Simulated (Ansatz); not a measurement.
**Run report: TiAl, single-point calculation**

System: TiAl (slab, 4 atoms in the cell).
Method: DFT PBEsol, scalar-relativistic, plane waves, PAW, no spin polarisation (Ansatz 0.2.0).

The structure derives from an entry of the Crystallography Open Database. It belongs to a series of runs on one base structure; here: repeats removed: 1. Figures and captions count atoms from 1; the log counts them from 0 in places.

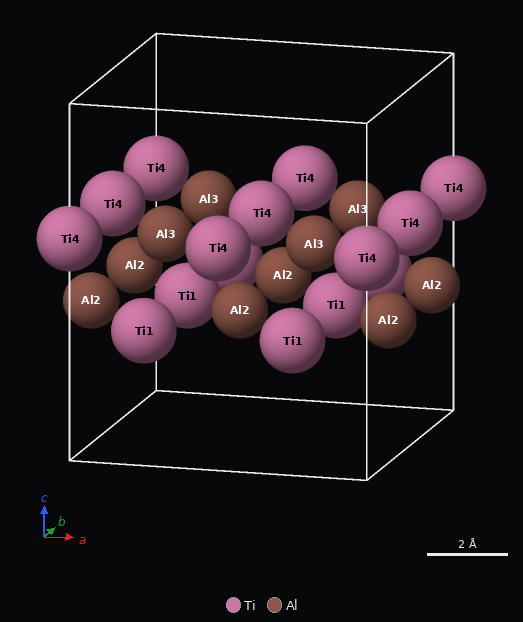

The structure as given in the input (spheres-only view of the 2 × 2 repeat of the cell, with the vacuum cut short, seen slightly off an axis; atoms are numbered from 1 in the order of the input). An atom can appear more than once, as a periodic image.

### Key numbers

- outcome: converged
- electrons treated: 30
- free energy: −5994.7729 eV
- work function, top face: 4.10 eV
- work function, bottom face: 4.10 eV
- Fermi energy: −0.348 eV
- gap on the k-point mesh: none (metallic)
- work function (upper face): 4.10 eV
- largest force (length of the vector): 0.841 eV/Å
- hardware: 1 thread of Intel Xeon @ 2.70GHz, 189 GiB of memory available, shared host
- wall time: 16 s
- peak memory: 0.46 GiB

### Input file
```yaml
crystal:
  lattice:
    - [3.9006678799, 0.0, 0.0]
    - [0.0, 3.9724249773, 0.0]
    - [0.0, 0.0, 17.2605773323]
  atoms:
    - { symbol: Ti, position: [0.5, 0.0, 0.4345161726] }
    - { symbol: Al, position: [0.0, 0.5, 0.446165965] }
    - { symbol: Al, position: [0.5, 0.5, 0.553834035] }
    - { symbol: Ti, position: [0.0, 0.0, 0.5654838274] }
basis:
  ecutwfc: 420
kpoints:
  mp_grid: { grid: [9, 9, 1] }
hamiltonian:
  xc: pbesol
scf:
  occupations: { method: gaussian, width: 0.1 }
output:
  forces: true
  stress: true
  eigenvalues: true
efield:
  axis: 3
  dipole_correction: true
  ramp_width: 0.04
```

Run as:
```bash
ansatz run input.yaml --threads 1 --pin off --max-ram 2560MiB --backend cpu --events-out ev --progress --plain --runs-dir out
```

### Log
```
Engine: ansatz 0.2.0, x86_64-unknown-linux-gnu
Pseudopotentials: kind: paw
Pseudopotential: Ti, paw, valence charge 12, recommended cutoff 420 eV (normal), Ti.paw.azcp
Pseudopotential: Al, paw, valence charge 3, recommended cutoff 420 eV (normal), Al.paw.azcp
Functional definition: PBEsol
  exchange = pbesol_x
  correlation = pbesol_c
Crystal: 4 atoms, lattice volume = 267.455 Å³
Basis set: ecut = 420 eV, 5289 PW (Γ), exchange–correlation on 54×54×240 points (8 copies of the dense FFT grid, shifted against one another)
Bands: 19, of which v1, the nominal top of the filled ones, is band 15 counted from 1 (14 counted from 0)
Symmetry: 4 space group operations
k-points: 25 of 81
Non-local potential: Ti, projectors of the file, l = 0: 3, l = 1: 2, l = 2: 3, l = 3: 1
Non-local potential: Al, projectors of the file, l = 0: 2, l = 1: 2, l = 2: 1
PAW form: soft (Blöchl's): semilocal exchange-correlation on the pseudo side does not see the compensation charge
PAW frozen core: Ti, regenerated for the run's functional, and the local potential with it (the file was generated under x = pbe(κ = 0.804, μ = 0.2195149727645171), c = pbe(β = 0.06672455060314922))
PAW frozen core: Al, regenerated for the run's functional, and the local potential with it (the file was generated under x = pbe(κ = 0.804, μ = 0.2195149727645171), c = pbe(β = 0.06672455060314922))
PAW one-centre angular grid: Ti, 590 points (default); XC on 64 Gauss nodes
PAW one-centre angular grid: Al, 110 points (default); XC on 64 Gauss nodes
Initial density: superposition of atomic densities (neutral atoms: chi_scale 0, normalization atom), corrected by the library's trained network
Initial wavefunctions: pseudopotential atomic-orbital guess
Functional: x = pbesol(κ = 0.804, μ = 0.12345679012345678), c = pbesol(β = 0.046)
SCF iter   1: F=—  HF=-5994.769898 eV  |F-HF|=—  |Δ(HF+E_count)|=         —  Δρ=2.05e-3  dr2=9.13e-3  ethr=1.77e-3  p=0.000 e·Å  D=3.39e-14 V/Å  ΔV_dip=-0.00 eV  dr2_dipole=1.67e-8  V_vac-E_F(+/−)=3.99/3.99 eV  ⟨swp⟩=7.1  Hψ=2528  notcnv=0
efield: sawtooth ramp at fractional position 0.9800 (placed from the atoms, in the widest stretch of the axis that holds none; the zero of the levels goes with the place), width 0.0400; the density the first Hamiltonian is built on has a dipole p = 0.000 e·Å; the dipole correction subtracts the counter field D = 3.39e-14 V/Å, which shifts the + side's vacuum level by -0.00 eV against the − side's; the planar-averaged density in the ramp window peaks in size at 1.6e-5 e/Å³
preconditioner: auto → LDOS  [metal: Δε(μ)=0.024 eV  Ē_g=3.113 eV  σ=0.100 eV  W_gap=0.13  n_scr=30 (ndim 8)  ℏωp=8.5 eV  f_vac=0.605  D(μ)=7.39/eV (n_scr^D=48)  β→1.0]
SCF iter   2: F=—  HF=-5994.773012 eV  |F-HF|=—  |Δ(HF+E_count)|=   3.11e-3  Δρ=8.29e-4  dr2=1.38e-3  ethr=3.04e-5  p=0.000 e·Å  D=1.01e-5 V/Å  ΔV_dip=-0.00 eV  dr2_dipole=2.50e-9  V_vac-E_F(+/−)=4.09/4.09 eV  ⟨swp⟩=2.7  Hψ=1296  notcnv=0
SCF iter   3: F=—  HF=-5994.772936 eV  |F-HF|=—  |Δ(HF+E_count)|=   7.67e-5  Δρ=3.29e-4  dr2=3.54e-4  ethr=4.60e-6  p=0.000 e·Å  D=4.50e-6 V/Å  ΔV_dip=-0.00 eV  dr2_dipole=5.53e-11  V_vac-E_F(+/−)=4.08/4.08 eV  ⟨swp⟩=2.1  Hψ=871  notcnv=0
SCF iter   4: F=—  HF=-5994.772902 eV  |F-HF|=—  |Δ(HF+E_count)|=   3.37e-5  Δρ=1.05e-4  dr2=4.42e-5  ethr=1.18e-6  p=-0.000 e·Å  D=-1.59e-6 V/Å  ΔV_dip=0.00 eV  dr2_dipole=3.35e-10  V_vac-E_F(+/−)=4.09/4.09 eV  ⟨swp⟩=2.2  Hψ=644  notcnv=0
SCF iter   5: F=—  HF=-5994.772892 eV  |F-HF|=—  |Δ(HF+E_count)|=   1.04e-5  Δρ=3.76e-5  dr2=5.60e-6  ethr=1.47e-7  p=-0.000 e·Å  D=-6.04e-7 V/Å  ΔV_dip=0.00 eV  dr2_dipole=2.79e-12  V_vac-E_F(+/−)=4.10/4.10 eV  ⟨swp⟩=2.1  Hψ=680  notcnv=0
SCF iter   6: F=—  HF=-5994.772892 eV  |F-HF|=—  |Δ(HF+E_count)|=   7.53e-7  Δρ=9.01e-6  dr2=4.33e-7  ethr=1.87e-8  p=-0.000 e·Å  D=-8.87e-8 V/Å  ΔV_dip=0.00 eV  dr2_dipole=7.44e-11  V_vac-E_F(+/−)=4.10/4.10 eV  ⟨swp⟩=2.7  Hψ=816  notcnv=0
SCF iter   7: F=-5994.772893 eV  HF=-5994.772893 eV  |F-HF|=7.40e-9  |Δ(HF+E_count)|=   1.40e-7  Δρ=2.47e-6  dr2=1.55e-8  ethr=3.33e-10  p=-0.000 e·Å  D=-3.53e-8 V/Å  ΔV_dip=0.00 eV  dr2_dipole=7.67e-12  V_vac-E_F(+/−)=4.10/4.10 eV  ⟨swp⟩=7.4  Hψ=2334  notcnv=0
SCF 1 converged in 7 iterations: F = -5994.772893 eV  dr2 = 1.55e-8
  greatest PAW one-centre occupation: 0.999 electrons in one spin orbital (limit 2), on the Ti atom at site 3 (counted from 0), in its partial waves of l = 0
SCF converged after 7 iterations
Free energy (F): -5994.772893 eV
Harris-Foulkes:  -5994.772893 eV  (|F-HF|=7.40e-9)
Internal energy: -5994.735408 eV  (E = F + TS)
E sigma→0 (E₀):  -5994.754150 eV
Entropy (-TS):   -0.037484 eV (-9.371 meV/atom)
Fermi energy:    -0.348158 eV
Dipole field:    D = 0.000003 V/Å  (p = 0.000005 e·Å, saw-weighted, corrected)
Work function:   Φ+ = 4.0978 eV   Φ− = 4.0979 eV
Levels:          The Fermi level and band energies are counted from a zero that moves with the ramp; work functions are not
--- Per-component energies (eV) ---
  E_band       = -666.870833
  E_kinetic    = 581.638788
  E_local      = -11006.342018  (includes V_loc(G=0)·N_el)
  E_nonlocal   = 43.396502
  E_hartree    = 5178.787958
  E_xc         = -266.621741
  E_vxc        = -293.844289  (∫ρ·V_xc dr)
  E_paw        = -2955.438254  (= ΣΔE_a)
  E_vpaw       = -349.305253  (= ΣTr[D̂ρ^β])
  E_aug_tail   = 0.000226  (compensation charges beyond the density's cutoff)
  E_efield     = 0.000000  (sawtooth field / dipole correction)
  E_vefield    = 0.000000  (∫n·V_field dr)
  E_ewald      = 2429.526085
  E_core_change = 0.317047  (= ΣΔE_core)
  E_smearing   = -0.037484  (= −TS)
  E_closure    = -0.000000  (closes the sum)
  Σ components = -5994.772893   (vs F -5994.772893, Δ=0.00e0)
--- Forces (eV/Å), atoms counted from 1 ---
  atom   1  Ti     0.00000000     0.00000000     0.84096549
  atom   2  Al     0.00000000     0.00000000     0.02565749
  atom   3  Al     0.00000000    -0.00000000    -0.02566046
  atom   4  Ti     0.00000000    -0.00000000    -0.84096814
  max |Σ_I F_I| component: 5.62e-6 eV/Å
--- Stress (GPa, compression-positive) ---
       -3.752410      -0.000000       0.000000
       -0.000000      -2.468435      -0.000000
        0.000000      -0.000000      -1.167451
  P = ⅓ Tr σ = -2.4628 GPa (-24.628 kbar)
--- Band table (eV; the first three rows and the last of 25) ---
  k-point 0: bands = ["-57.1537", "-57.1245", "-33.6816", "-33.5390", "-33.4869", "-33.4634", "-33.4316", "-33.3879", "-8.0055", "-4.6795", "-1.3686", "-1.2685", "-0.9214", "-0.8023", "-0.6102", "0.0971", "0.2250", "0.8221", "0.8822"]
  k-point 1: bands = ["-57.1537", "-57.1244", "-33.6814", "-33.5389", "-33.4867", "-33.4654", "-33.4333", "-33.3878", "-7.8979", "-4.5648", "-1.8751", "-1.2374", "-0.8696", "-0.7153", "-0.4266", "-0.0630", "0.2660", "0.7612", "0.7692"]
  k-point 2: bands = ["-57.1534", "-57.1242", "-33.6809", "-33.5386", "-33.4864", "-33.4706", "-33.4376", "-33.3876", "-7.5901", "-4.2289", "-2.6581", "-1.2414", "-1.0811", "-0.8495", "-0.2166", "0.1222", "0.3584", "0.5147", "0.7018"]
  k-point 24: bands = ["-57.1402", "-57.1352", "-33.6467", "-33.6278", "-33.4636", "-33.4576", "-33.4292", "-33.4178", "-5.3589", "-4.6669", "-2.3814", "-1.8263", "-1.2758", "-0.9237", "-0.2192", "-0.0989", "0.1372", "0.2836", "0.9965"]
```

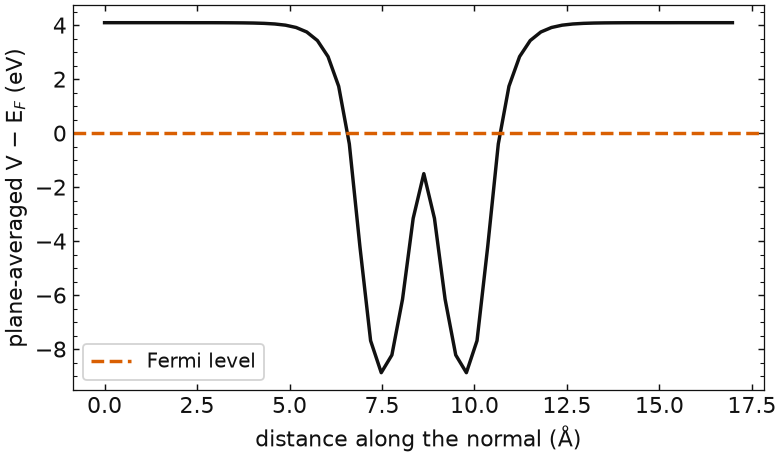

Plane average of the electrostatic potential energy of an electron across the cell, from the Fermi level. The vacuum level lies 4.10 eV above the Fermi level.

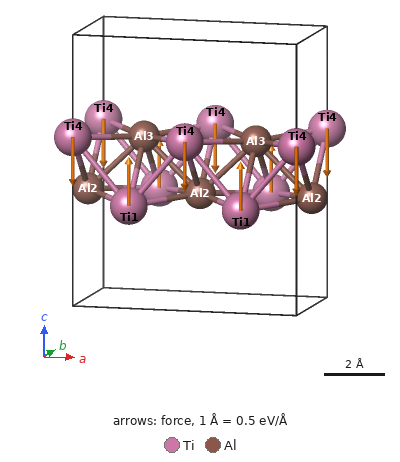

Forces on the atoms as orange arrows (ball-and-stick view of the 2 × 1 repeat of the cell, with the vacuum cut short, seen slightly off an axis; atoms are numbered from 1 in the order of the input); the smallest are left out. The largest act on Ti1, Ti4 (0.84 eV/Å). The geometry is not a stationary point of this energy.
